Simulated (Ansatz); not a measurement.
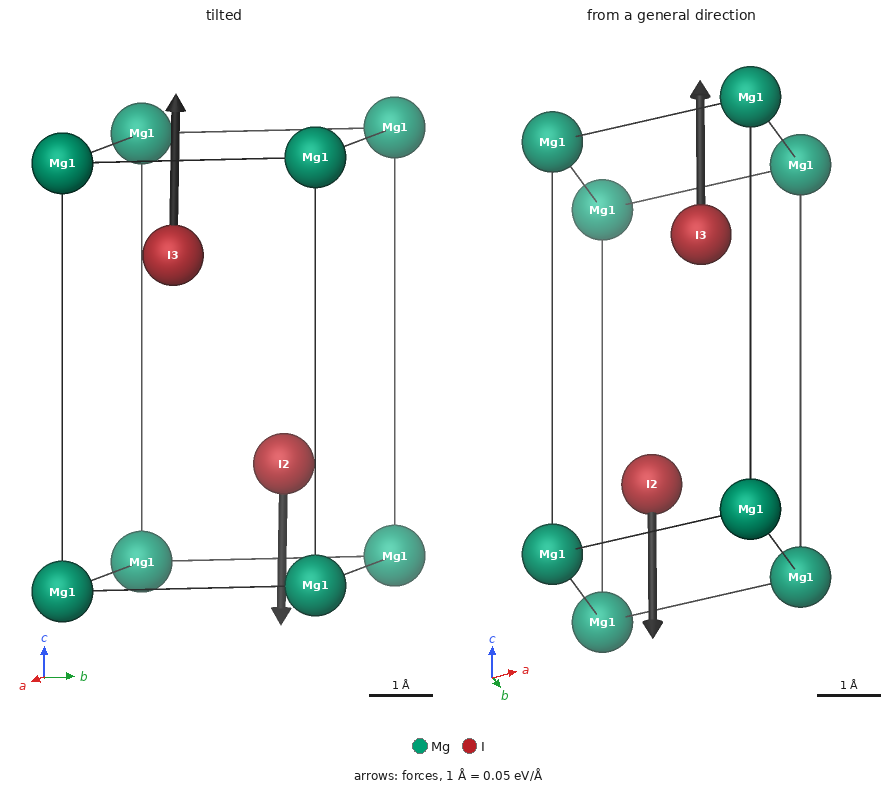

The figure gives a spheres-only picture of the atoms, viewed slightly off an axis and from a general direction. Lines trace the edges of the simulation cell. The arrows are the computed forces on the atoms.

System: MgI₂. All computed values are from DFT, HSE06, plane waves, PAW in Ansatz. Settings: plane-wave cutoff 420 eV, k-point mesh 6×6×4, no spin polarisation.

> Are the atoms in equilibrium?

No. The atoms still feel forces of up to about 0.11 eV/Å, above a usual threshold of 0.01 to 0.03 eV/Å.

> Which atom has the biggest force on it?

I2 and I3, about 0.11 eV/Å.

It goes back to a structure type filled with these elements by a generator (whether the compound takes this form wasn't checked). The cell was then strained or its atoms displaced on purpose. It went into a calculation with Ansatz.
